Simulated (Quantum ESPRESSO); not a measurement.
# KF (Carobbiite): from strain to phonon shift

Aim: the phonon deformation potentials p and q of KF (Carobbiite), tested on a biaxially strained cell.

Program: Quantum ESPRESSO 7.5. Level of theory: DFT PBE, scalar-relativistic, plane waves, GBRV ultrasoft pseudopotentials. Results are calculated unless marked as measured.

**1. Set-up**

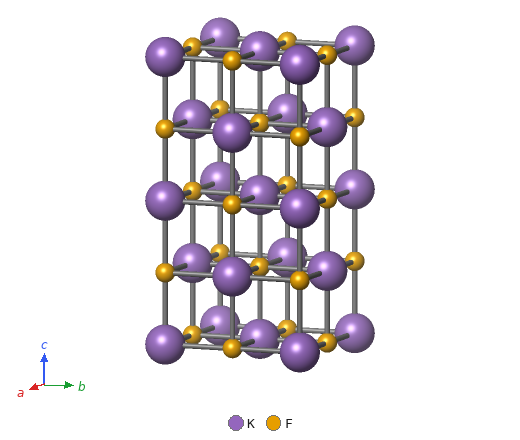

Start, viewed from a free direction; potassium purple, fluorine orange. 1×1×2 cells are drawn. This picture shows the conventional cell, with its axes. Some periodic images of atoms are drawn too.

This is the cell after its relaxation at this level of theory, not the database cell from which that began.

**2. Uniaxial strain**

The relaxed cell is stretched along z alone. This keeps all atoms on sites fixed by symmetry and splits the threefold mode into a singlet, polarised along z, and a doublet. The macroscopic field is left out, so these are transverse modes. Cutoff 55 Ry, k mesh 8×8×8.

From the response at ε_zz = 0.01:

The program printed:

```text
[banners, grids, parts of the stress and lines that vanish by symmetry left out]
Program PHONON v.7.5
     Reading xml data from directory:

[...]
Exchange-correlation= PBE
                           (   1   4   3   4   0   0   0)
[...]
kinetic-energy cut-off    =      55.0000  Ry
     charge density cut-off    =     440.0000  Ry
     convergence threshold     =      1.0E-18
[...]
Exchange-correlation= PBE
                           (   1   4   3   4   0   0   0)
[...]
q = (   0.0000000   0.0000000   0.0000000 )
     17 Sym.Ops. (with q -> -q+G )
     G cutoff =  588.8673  (  42063 G-vectors)     FFT grid: ( 50, 50, 50)
     G cutoff =  294.4336  (  14889 G-vectors)  smooth grid: ( 36, 36, 36)
     number of k points=    59
[...]
Mode symmetry, D_4h(4/mmm) point group:
[...]
Representation #   1 mode #   1
[...]
End of self-consistent calculation
     Convergence has been achieved
     Representation #   2 mode #   2
[...]
End of self-consistent calculation
     Convergence has been achieved
     Representation #   3 modes #   3   4
[...]
End of self-consistent calculation
     Convergence has been achieved
     Representation #   4 modes #   5   6
[...]
End of self-consistent calculation
     Convergence has been achieved
[...]
q = (    0.000000000   0.000000000   0.000000000 )
[...]
freq (    1) =       0.018101 [THz] =       0.603796 [cm-1]
     freq (    2) =       0.018101 [THz] =       0.603796 [cm-1]
     freq (    3) =       0.036320 [THz] =       1.211506 [cm-1]
     freq (    4) =       4.564143 [THz] =     152.243412 [cm-1]
     freq (    5) =       5.013170 [THz] =     167.221367 [cm-1]
     freq (    6) =       5.013170 [THz] =     167.221367 [cm-1]
[...]
Mode symmetry, D_4h(4/mmm) point group:
     freq (   1-   2) =          0.6  [cm-1]   --> E_u  X_5' M_5'  I
     freq (   3-   3) =          1.2  [cm-1]   --> A_2u X_4' M_4'  I
     freq (   4-   4) =        152.2  [cm-1]   --> A_2u X_4' M_4'  I
     freq (   5-   6) =        167.2  [cm-1]   --> E_u  X_5' M_5'  I

   JOB DONE.
```

| ε_zz | singlet (cm⁻¹) | doublet (cm⁻¹) | σ_zz (GPa) | σ_xx (GPa) |
| --- | --- | --- | --- | --- |
| -0.01 | 181.55 | 165.92 | -0.727 | -0.227 |
| -0.005 | 174.03 | 166.29 | -0.393 | -0.153 |
| 0 | 166.65 | 166.65 | -0.081 | -0.081 |
| 0.005 | 159.43 | 166.99 | 0.209 | -0.011 |
| 0.01 | 152.24 | 167.22 | 0.480 | 0.058 |

Stress is counted positive in tension.

**3. The fit**

To first order ω² − ω₀² = p ε_zz + q (ε_xx + ε_yy) for the mode along z, and likewise for x and y. With ε_zz alone the singlet gives p and the doublet q.

The linear terms of parabolas through ω² are p = -17.60 ω₀² and q = 0.79 ω₀², with ω₀ = 166.7 cm⁻¹. Those of the stresses are C11 = 60 GPa and C12 = 14 GPa. Under hydrostatic strain p and q imply γ = −(p + 2q)/(6 ω₀²) = 2.67.

A layer held to an in-plane strain ε and free along z takes ε_zz = −2 (C12/C11) ε = -0.472 ε. To first order the singlet then shifts by (q − p C12/C11) ε / ω₀ = 824 ε cm⁻¹. For ε = 0.006, ε_zz = -0.00283, the formulas for ω² predict 171.52 cm⁻¹ for the singlet and 157.83 cm⁻¹ for the doublet.

**4. A biaxially strained cell**

This run was no part of the fit.

The program printed:

```text
[banners, grids, parts of the stress and lines that vanish by symmetry left out]
[banner, memory and clock lines left out]
Program PHONON v.7.5

[...]
Exchange-correlation= PBE
                           (   1   4   3   4   0   0   0)
[...]
kinetic-energy cut-off    =      55.0000  Ry
     charge density cut-off    =     440.0000  Ry
     convergence threshold     =      1.0E-18
[...]
Exchange-correlation= PBE
                           (   1   4   3   4   0   0   0)
[...]
q = (   0.0000000   0.0000000   0.0000000 )
     17 Sym.Ops. (with q -> -q+G )
     G cutoff =  584.8690  (  42071 G-vectors)     FFT grid: ( 50, 50, 50)
     G cutoff =  292.4345  (  14921 G-vectors)  smooth grid: ( 36, 36, 36)
     number of k points=    59
[...]
Mode symmetry, D_4h(4/mmm) point group:
[...]
Representation #   1 mode #   1
[...]
End of self-consistent calculation
     Convergence has been achieved
     Representation #   2 mode #   2
[...]
End of self-consistent calculation
     Convergence has been achieved
     Representation #   3 modes #   3   4
[...]
End of self-consistent calculation
     Convergence has been achieved
     Representation #   4 modes #   5   6
[...]
End of self-consistent calculation
     Convergence has been achieved
[...]
q = (    0.000000000   0.000000000   0.000000000 )
[...]
freq (    1) =       0.043113 [THz] =       1.438100 [cm-1]
     freq (    2) =       0.051875 [THz] =       1.730364 [cm-1]
     freq (    3) =       0.051875 [THz] =       1.730364 [cm-1]
     freq (    4) =       4.741409 [THz] =     158.156395 [cm-1]
     freq (    5) =       4.741409 [THz] =     158.156395 [cm-1]
     freq (    6) =       5.142177 [THz] =     171.524563 [cm-1]
[...]
Mode symmetry, D_4h(4/mmm) point group:
     freq (   1-   1) =          1.4  [cm-1]   --> A_2u X_4' M_4'  I
     freq (   2-   3) =          1.7  [cm-1]   --> E_u  X_5' M_5'  I
     freq (   4-   5) =        158.2  [cm-1]   --> E_u  X_5' M_5'  I
     freq (   6-   6) =        171.5  [cm-1]   --> A_2u X_4' M_4'  I
```

```csv
mode,predicted (cm⁻¹),run (cm⁻¹)
singlet,171.52,171.52
doublet,157.83,158.16
```

The stress along z is -0.083 GPa and that in the plane 0.307 GPa; the unstrained cell carries -0.081 GPa.

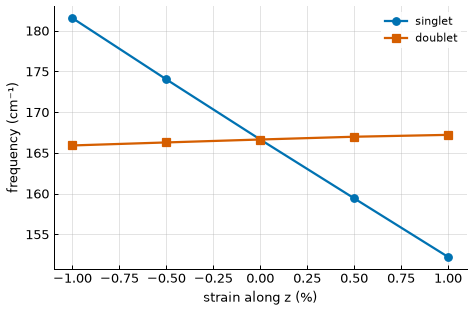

The two components under uniaxial strain.

**5. What came out**

```yaml
p_in_units_of_the_squared_frequency: -17.60
q_same_units: 0.7918
shift_of_the_singlet_per_unit_of_biaxial_strain: 824 cm⁻¹
c11_and_c12: 60 and 14 GPa
```

**Reading.** To first order, one per cent of tensile biaxial strain moves the singlet of KF (Carobbiite) by 8.2 cm⁻¹ and the doublet by -14.3 cm⁻¹; the formulas miss the test run by up to 0.33 cm⁻¹. In the rock-salt structure this mode is infrared active and has no first-order Raman line. The third potential, r, needs shear strain, which was not run. These are harmonic values at zero temperature.

[Host names and launcher messages were left out of these logs when they were recorded.]

[Logs are printed without paths, hosts, clocks, repeated set-up lines and the standing remarks that a program may print on its own settings, such as how far it seeks lower states.]

[Hosts, paths, dates, database ids (printed as entryN), source tags and the programs' standing remarks are cut or masked in the printed files.]
